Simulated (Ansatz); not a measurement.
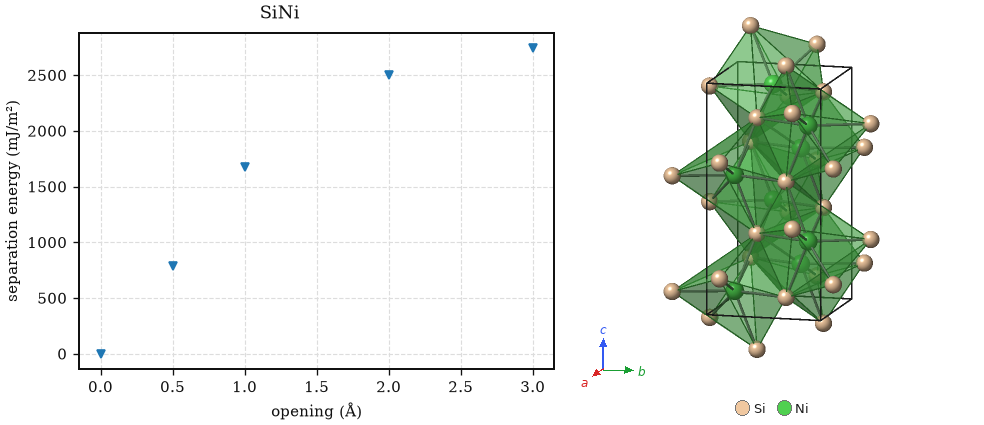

The picture above shows the separation energy against opening for SiNi, space group P2_13 (No. 198). The cell is drawn beside the plot.

Starting cell:
```
CELL_PARAMETERS angstrom
0.00000 -4.46798 0.00000
0.00000 0.00000 -4.46798
8.93595 0.00000 0.00000
ATOMIC_POSITIONS crystal
Si 0.15354 0.15354 0.17323
Si 0.15354 0.15354 0.67323
Si 0.84646 0.65354 0.07677
Si 0.84646 0.65354 0.57677
Si 0.34646 0.84646 0.92323
Si 0.34646 0.84646 0.42323
Si 0.65354 0.34646 0.82677
Si 0.65354 0.34646 0.32677
Ni 0.85101 0.85101 0.82450
Ni 0.85101 0.85101 0.32450
Ni 0.14899 0.35101 0.92550
Ni 0.14899 0.35101 0.42550
Ni 0.64899 0.14899 0.07450
Ni 0.64899 0.14899 0.57450
Ni 0.35101 0.64899 0.17550
Ni 0.35101 0.64899 0.67550
```

Calculation (Ansatz 0.2.0): rigid opening of a crystal across a plane by lengthening cell vector c along the normal, one cut a cell, unrelaxed, by plane-wave density functional theory with PAW datasets, free energies less that of the undisturbed cell; scalar-relativistic. Level: PBEsol, no spin polarisation.

- wave cutoff: 420 eV
- k mesh: 9×9×5
- occupations: Gaussian
- smearing width: 0.15 eV
- k shift: (0, 0, 0) (mesh steps)
- start: relaxed
- height of the cut: 0 (fraction of cell vector c)

From this curve and the settings, what does the calculation give for the traction at the same points?

The traction goes from 0.01 GPa at opening 0.0 Å to 1.08 GPa at 3.0 Å, not monotonically, with a high of 21.06 GPa at 0.5 Å.

```csv
opening (Å),traction (GPa)
0.0,0.01
0.5,21.06
1.0,13.83
2.0,4.32
3.0,1.08
```

Limits of the calculation: no spin polarisation, a magnetic state may lie lower.
